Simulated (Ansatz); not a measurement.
# Geometry relaxation, with input and output: CdSiP₂ (part 2 of 2)

Continued. System: CdSiP₂ (8 atoms in the cell). Method: DFT PBE, scalar-relativistic, plane waves, PAW, no spin polarisation (Ansatz 0.2.0); cutoff 420 eV, 8×8×8 k-mesh, Gaussian smearing of 0.02 eV. The structure derives from a Materials Project entry.

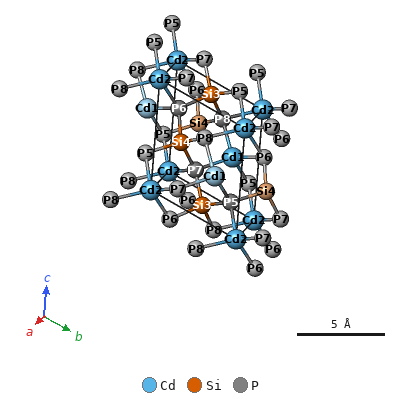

The geometry at step 3 of the log (ball-and-stick view of the reduced cell, seen slightly off an axis; neighbours outside the cell are drawn fainter; atoms are numbered from 1 in the order of the input).

## Output, continued
```
--- Forces (eV/Å), atoms counted from 1 ---
  atom   1  Cd     0.00000000    -0.00000000    -0.00000000
  atom   2  Cd     0.00000000     0.00000000    -0.00000000
  atom   3  Si     0.00000000    -0.00000000     0.00000000
  atom   4  Si     0.00000000     0.00000000     0.00000000
  atom   5  P      0.00099629    -0.00000000    -0.00000000
  atom   6  P      0.00000000    -0.00099629    -0.00000000
  atom   7  P     -0.00099629     0.00000000    -0.00000000
  atom   8  P      0.00000000     0.00099629     0.00000000
  max |Σ_I F_I| component: 2.52e-17 eV/Å
--- Stress (GPa, compression-positive) ---
       -0.006308      -0.000000       0.000000
       -0.000000      -0.006308       0.000000
        0.000000       0.000000       0.008302
  P = ⅓ Tr σ = -0.0014 GPa (-0.014 kbar)
--- Band table (eV; the first three rows and the last of 59) ---
  k-point 0: bands = ["-94.6446", "-94.6446", "-55.7287", "-55.7281", "-55.6909", "-55.6909", "-55.6905", "-55.6905", "-5.2456", "-2.8101", "-2.7952", "-2.7952", "-1.3453", "-0.7846", "-0.7272", "-0.7272", "-0.6632", "-0.5598", "-0.5193", "-0.5117", "-0.2726", "-0.2700", "-0.2700", "1.6480", "3.0580", "3.0580", "3.4539", "3.6219", "4.3679", "5.4178", "5.4178", "7.0331", "7.0331", "7.2884", "8.7070", "9.0640", "9.2975", "10.5808", "10.5808", "10.9603", "11.6706", "12.2775"]
  k-point 1: bands = ["-94.6446", "-94.6446", "-55.7286", "-55.7281", "-55.6908", "-55.6908", "-55.6906", "-55.6905", "-5.1626", "-2.9859", "-2.8400", "-2.8186", "-1.2163", "-0.8041", "-0.7418", "-0.7284", "-0.6522", "-0.5867", "-0.5645", "-0.5205", "-0.3170", "-0.2517", "-0.1395", "1.5925", "3.0196", "3.2564", "3.6482", "3.6557", "4.2884", "5.3869", "5.5615", "6.2501", "6.9812", "6.9866", "8.9862", "9.6317", "9.9309", "10.5962", "10.6490", "11.2791", "11.4037", "11.9965"]
  k-point 2: bands = ["-94.6446", "-94.6446", "-55.7286", "-55.7281", "-55.6908", "-55.6908", "-55.6906", "-55.6906", "-4.9301", "-3.3872", "-2.9328", "-2.8479", "-0.9541", "-0.8576", "-0.7505", "-0.7285", "-0.6429", "-0.6214", "-0.5717", "-0.5437", "-0.3868", "-0.2709", "0.0798", "1.3577", "3.0787", "3.0976", "3.7960", "4.1319", "4.7781", "4.9255", "5.7054", "6.0578", "6.4078", "6.8708", "9.3671", "9.8999", "10.3026", "10.9121", "11.2336", "11.3214", "12.0090", "12.0226"]
  k-point 58: bands = ["-94.6446", "-94.6446", "-55.7284", "-55.7284", "-55.6909", "-55.6909", "-55.6905", "-55.6905", "-4.3793", "-4.3793", "-2.8042", "-2.8042", "-0.9043", "-0.9043", "-0.6407", "-0.6407", "-0.6300", "-0.6300", "-0.5298", "-0.5298", "-0.4824", "-0.4824", "0.8684", "0.8684", "3.7067", "3.7067", "3.7322", "3.7322", "5.4491", "5.4491", "5.4696", "5.4696", "6.5795", "6.5795", "9.2638", "9.2638", "9.3157", "9.3157", "10.3447", "10.3447", "11.0378", "11.0378"]
--- Relaxed structure (4 steps of the walk, 4 accepted, 1 SCFs on fresh bases) ---
  F+E_penalty+E_count = -20805.04800126 eV   max|allowed force component| = 9.963e-4 eV/Å   (the final SCF, on the basis selected at the relaxed cell)
  cell:  # Å, volume = 173.3461 Å³
    - [-2.862247051952219, 2.862247051952219, 5.2898076000330825]
    - [2.862247051952219, -2.862247051952219, 5.2898076000330825]
    - [2.862247051952219, 2.862247051952219, -5.2898076000330825]
  atoms:
    - { symbol: Cd, position: [0.7499999999999999, 0.25000000000000006, 0.49999999999999994] }
    - { symbol: Cd, position: [-2.1446784880039875e-20, -2.2638272928930848e-20, -4.408505780897071e-20] }
    - { symbol: Si, position: [0.5, 0.5, -4.4085057808969985e-20] }
    - { symbol: Si, position: [0.25000000000000006, 0.7499999999999999, 0.49999999999999994] }
    - { symbol: P, position: [0.8750000000000001, 0.8293961722871968, 0.45439617228719664] }
    - { symbol: P, position: [0.17060382771280339, 0.625, 0.045603827712803385] }
    - { symbol: P, position: [0.3750000000000001, 0.42060382771280347, 0.5456038277128035] }
    - { symbol: P, position: [0.5793961722871964, 0.12500000000000003, 0.9543961722871964] }
```

## Trajectory as extended XYZ (Å, eV, eV/Å), 5 frames, from step=1 to step=5
```
8
Lattice="-2.8436 2.8436 5.2486 2.8436 -2.8436 5.2486 2.8436 2.8436 -5.2486" Properties=species:S:1:pos:R:3:forces:R:3 step=1 energy=-20805.02780 pressure_GPa=1.70
Cd    0.0000    2.8436    2.6243    0.0000   0.0000   0.0000
Cd    0.0000    0.0000    0.0000    0.0000   0.0000   0.0000
Si    0.0000    0.0000    5.2486    0.0000   0.0000   0.0000
Si    2.8436    0.0000    2.6243    0.0000   0.0000   0.0000
P     1.1552    1.4218    6.5607    0.1151   0.0000   0.0000
P     1.4218   -1.1552    3.9364    0.0000  -0.1151   0.0000
P     1.6884    1.4218    1.3121   -0.1151   0.0000   0.0000
P     1.4218    3.9989   -1.3121    0.0000   0.1151   0.0000
8
Lattice="-2.8592 2.8592 5.2821 2.8592 -2.8592 5.2821 2.8592 2.8592 -5.2821" Properties=species:S:1:pos:R:3:forces:R:3 step=2 energy=-20805.04538 pressure_GPa=0.31
Cd    0.0000    2.8592    2.6410    0.0000   0.0000   0.0000
Cd    0.0000    0.0000    0.0000    0.0000   0.0000   0.0000
Si    0.0000    0.0000    5.2821    0.0000   0.0000   0.0000
Si    2.8592    0.0000    2.6410    0.0000   0.0000   0.0000
P     1.1611    1.4296    6.6026    0.0900   0.0000   0.0000
P     1.4296   -1.1611    3.9616    0.0000  -0.0900   0.0000
P     1.6981    1.4296    1.3205   -0.0900   0.0000   0.0000
P     1.4296    4.0204   -1.3205    0.0000   0.0900   0.0000
8
Lattice="-2.8632 2.8632 5.2850 2.8632 -2.8632 5.2850 2.8632 2.8632 -5.2850" Properties=species:S:1:pos:R:3:forces:R:3 step=3 energy=-20805.04720 pressure_GPa=0.01
Cd    0.0000    2.8632    2.6425    0.0000   0.0000   0.0000
Cd    0.0000    0.0000    0.0000    0.0000   0.0000   0.0000
Si    0.0000    0.0000    5.2850    0.0000   0.0000   0.0000
Si    2.8632    0.0000    2.6425    0.0000   0.0000   0.0000
P     1.1699    1.4316    6.6063    0.0065   0.0000   0.0000
P     1.4316   -1.1699    3.9638    0.0000  -0.0065   0.0000
P     1.6934    1.4316    1.3213   -0.0065   0.0000   0.0000
P     1.4316    4.0331   -1.3213    0.0000   0.0065   0.0000
8
Lattice="-2.8622 2.8622 5.2898 2.8622 -2.8622 5.2898 2.8622 2.8622 -5.2898" Properties=species:S:1:pos:R:3:forces:R:3 step=4 energy=-20805.04724 pressure_GPa=-0.00
Cd    0.0000    2.8622    2.6449    0.0000   0.0000   0.0000
Cd    0.0000    0.0000    0.0000    0.0000   0.0000   0.0000
Si    0.0000    0.0000    5.2898    0.0000   0.0000   0.0000
Si    2.8622    0.0000    2.6449    0.0000   0.0000   0.0000
P     1.1701    1.4311    6.6123    0.0010   0.0000   0.0000
P     1.4311   -1.1701    3.9674    0.0000  -0.0010   0.0000
P     1.6922    1.4311    1.3225   -0.0010   0.0000   0.0000
P     1.4311    4.0323   -1.3225    0.0000   0.0010   0.0000
8
Lattice="-2.8622 2.8622 5.2898 2.8622 -2.8622 5.2898 2.8622 2.8622 -5.2898" Properties=species:S:1:pos:R:3:forces:R:3 step=5 energy=-20805.04800 pressure_GPa=-0.00
Cd    0.0000    2.8622    2.6449    0.0000   0.0000   0.0000
Cd    0.0000    0.0000    0.0000    0.0000   0.0000   0.0000
Si    0.0000    0.0000    5.2898    0.0000   0.0000   0.0000
Si    2.8622    0.0000    2.6449    0.0000   0.0000   0.0000
P     1.1701    1.4311    6.6123    0.0010   0.0000   0.0000
P     1.4311   -1.1701    3.9674    0.0000  -0.0010   0.0000
P     1.6922    1.4311    1.3225   -0.0010   0.0000   0.0000
P     1.4311    4.0323   -1.3225    0.0000   0.0010   0.0000
```

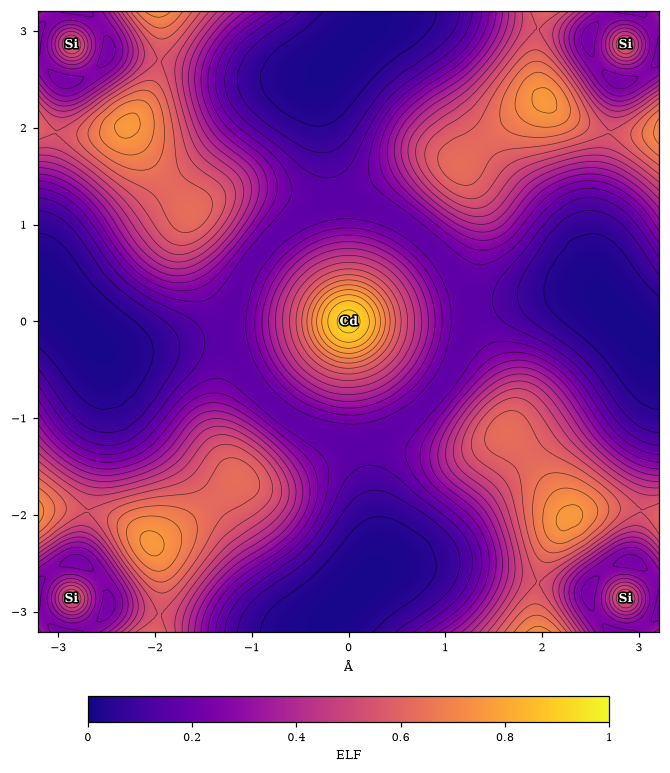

ELF on the (001) plane of the conventional cell. The section cuts through Cd and Si sites. The strong features right at Cd lie inside the PAW spheres (semicore, d or f shells) and say nothing about bonding. In a PAW calculation such maps are meaningful between the atoms, not at the nuclei.

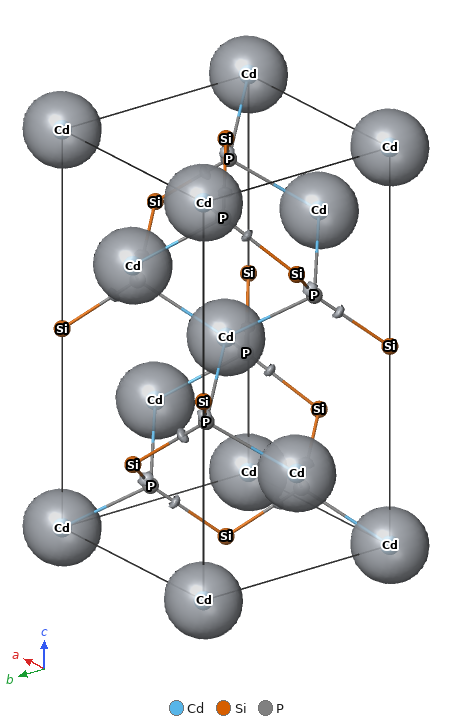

Isosurface of the valence pseudo-density at 0.8 e/Å³ (grey), seen at an oblique angle. Sticks mark near contacts. The outline is the cell set on symmetry axes. At this value the density breaks into separate islands; it holds about 50 % of the electrons treated as valence (semicore included). It is pinched off along the Si–P (2.27 Å) and Cd–P (2.58 Å) contacts. On the grid the lowest density along these lines, outside the cores, is 0.56 e/Å³ (Si–P, 2.27 Å) and 0.4 e/Å³ (Cd–P, 2.58 Å).

This output came from the following input.

## Input
```yaml
crystal:
  lattice:
    - [-2.8436137418, 2.8436137418, 5.2485579018]
    - [2.8436137418, -2.8436137418, 5.2485579018]
    - [2.8436137418, 2.8436137418, -5.2485579018]
  atoms:
    - { symbol: Cd, position: [0.75, 0.25, 0.5] }
    - { symbol: Cd, position: [0.0, 0.0, 0.0] }
    - { symbol: Si, position: [0.5, 0.5, 0.0] }
    - { symbol: Si, position: [0.25, 0.75, 0.5] }
    - { symbol: P, position: [0.875, 0.8281283, 0.4531283] }
    - { symbol: P, position: [0.1718717, 0.625, 0.0468717] }
    - { symbol: P, position: [0.375, 0.4218717, 0.5468717] }
    - { symbol: P, position: [0.5781283, 0.125, 0.9531283] }
basis:
  ecutwfc: 420
kpoints:
  mp_grid: { grid: [8, 8, 8] }
hamiltonian:
  xc: pbe
scf:
  occupations: { method: gaussian, width: 0.02 }
output:
  forces: true
  stress: true
  eigenvalues: true
  write_density: true
  write_potential: true
  elf: true
  volumetric_format: npy
relax:
  adjacent_minimum: "off"
  f_tol: 0.005
  max_steps: 80
  cell: { stress_tol: 0.05 }
```

Run as:
```bash
ansatz run input.yaml --threads 4 --pin off --max-ram 9216MiB --backend cpu --events-out ev --progress --plain --runs-dir out
```

## Summary

| quantity | value |
| --- | --- |
| outcome | converged |
| space group (tolerance 0.01 Å) | I-42d (122) |
| electrons treated | 68 |
| free energy | −20805.0480 eV |
| Fermi energy | 7.998 eV |
| gap on the k-point mesh | 1.42 eV |
| pressure | 0.00 GPa |
| final volume | 173.35 Å³ |
| largest force (length of the vector) at the end | 0.001 eV/Å |
| final cell | a = 6.661 Å, b = 6.661 Å, c = 6.661 Å, α = 129.10°, β = 129.10°, γ = 74.85° |
| hardware | 4 threads of an x86-64 CPU, shared host |
| wall time | 47 s (CPU time 2.8 min) |
| peak memory | 0.75 GiB |
